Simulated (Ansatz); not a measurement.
SiNi$_{3}$, 64 atoms, a = 7.07 Å, b = 10.12 Å, c = 9.84 Å, α = 90.00°, β = 90.00°, γ = 90.00°.

Space group Fmm2; a generated structure, not necessarily the stable one; computed without spin polarisation.

Theory: Ansatz, DFT PBE, scalar-relativistic, plane waves, PAW.

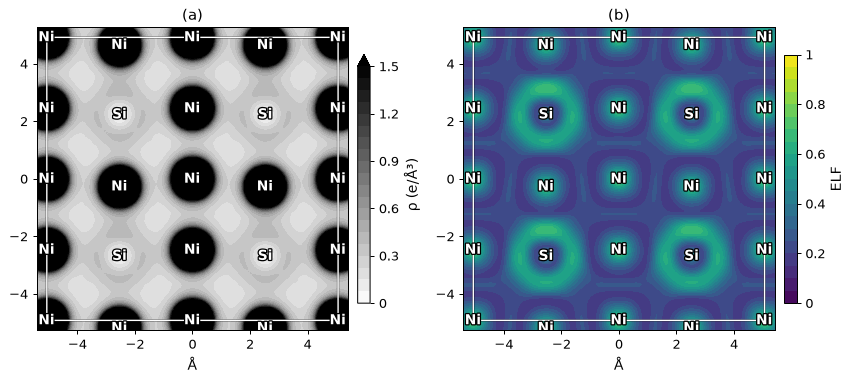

SiNi$_{3}$. (a) valence pseudo-density; (b) electron localisation function on the (100) plane of the conventional cell.

Core electrons are frozen (PAW), and the valence fields are smoothed inside the atomic spheres.

What does the map show?

Answer.
- The section cuts through Si and Ni sites.
- Si–Ni (2.43 Å): ρ is about 0.4 e/Å³ halfway; the ELF peaks at about 0.70 in the valence shell of Si, 0.9 Å from its nucleus, and is about 0.45 at the midpoint.
- Ni–Ni (2.45 Å): ρ at the midpoint is about 0.35 e/Å³; the ELF is about 0.25 at the midpoint: no localised pair shows between them.
- Si–Ni (2.51 Å): ρ is about 0.33 e/Å³ halfway; the ELF peaks at about 0.60 in the valence shell of Si, 0.9 Å from its nucleus, and is about 0.40 at the midpoint.
- Between the atoms the lowest density in this plane is 0.15 e/Å³.
- The features right at Ni lie inside the PAW spheres, where the map follows smoothed inner orbitals and isn't to be read closely.

Does the calculation make it a metal, or give it a gap?

Answer. It is gapless in this calculation (a metal or semimetal).
